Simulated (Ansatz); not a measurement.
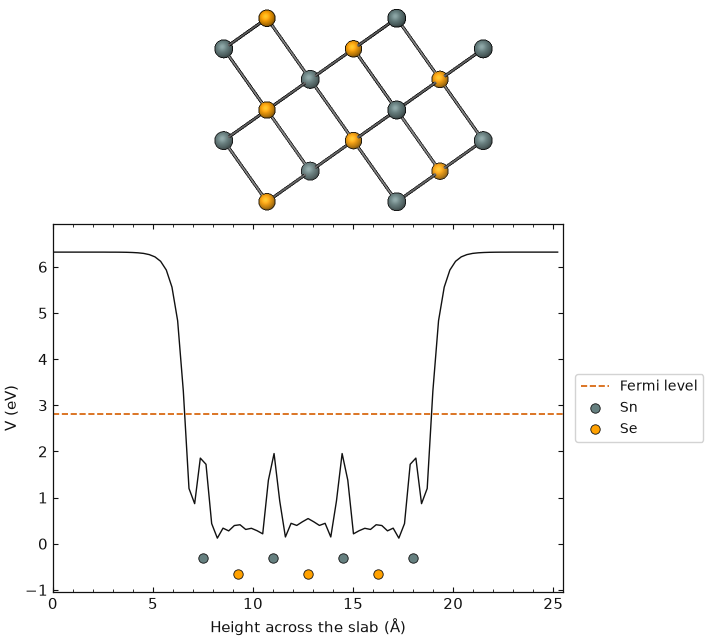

Plane-averaged electrostatic potential energy of an electron across the slab; circles at the bottom mark the heights of the atoms. The structure is drawn too. System: a (111) slab cut from SnSe (Fm-3m), unrelaxed, of composition Sn4Se3 (not the bulk's), ended by Sn planes, 7 atoms in the cell. Ansatz; DFT PBE, scalar-relativistic, plane waves, PAW, no spin polarisation, 9×9×1 k mesh, 420 eV cutoff, Gaussian smearing of 0.05 eV.

The work function is 3.50 eV, the same on both faces. The two vacuum levels agree, so the slab has no net dipole along its normal. The outermost atoms are 10.5 Å apart, which leaves 15.0 Å of vacuum in a cell 25.5 Å high.

The atoms aren't at rest in this cell (largest force 0.5 eV/Å), so the relaxed material can differ.
